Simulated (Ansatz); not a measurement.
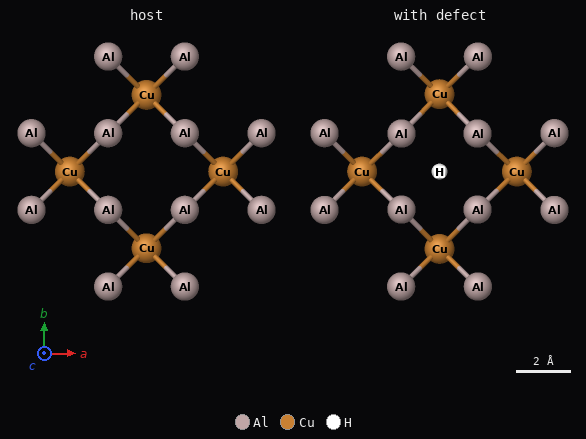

Left: perfect Al2Cu. Right: the same region with one point defect, after relaxing the atoms in a supercell of 24 sites. A ball-and-stick model of the atoms within 5.4 Å of one point, in a slice 3.4 Å thick across the line of sight, seen along the c axis.

Theory: DFT PBE, scalar-relativistic, plane waves, PAW in Ansatz 0.2.0. Settings: plane-wave cutoff 420 eV; k-point mesh 5 × 5 × 5; occupations gaussian; smearing width 0.1 eV; no spin polarisation. The cell is small and the k-mesh coarse, so the numbers are rough. The axes drawn are those of the host's conventional cell.

Question: Which defect is it?

Answer: An extra hydrogen atom is put between the host's atoms (an interstitial).

The charge state of the cell is 0.

Question: How does the lattice respond?

Answer: The H atom starts with 8 Al at 2.50 Å, 6 Cu at 2.89 Å around its place and ends with 8 Al at 2.48 Å, 6 Cu at 2.92 Å. Of the host's atoms, a copper atom moves furthest from its site, by 0.03 Å. Relaxing the atoms from the host's sites lowers the energy by 0.03 eV. At a tolerance of 0.02 Å the relaxed supercell has space group Fm-3m.
